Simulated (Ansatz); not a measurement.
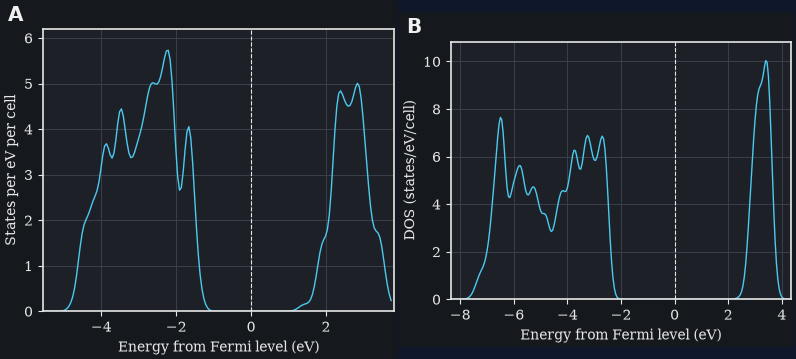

Two computed total densities of states (energies from the Fermi level, put mid-gap where there is a gap; curves built from the levels of the k mesh are broadened by Gaussians of 0.3 to 0.4 eV).

### Match each plot to its system.
1. PbI$_{2}$, space group P-3m1, 3 atoms in the cell, 1T (CdI2) bulk type; r2SCAN, Ansatz
2. ZrO$_{2}$, space group P4_2/nmc (No. 137), 6 atoms in the cell, epitaxial (xy) strain −1.0%; r2SCAN, Ansatz

A is 1 (PbI$_{2}$: gap 2.6 eV, 3 atoms in the cell); B is 2 (ZrO$_{2}$: gap 4.7 eV, 6 atoms in the cell).
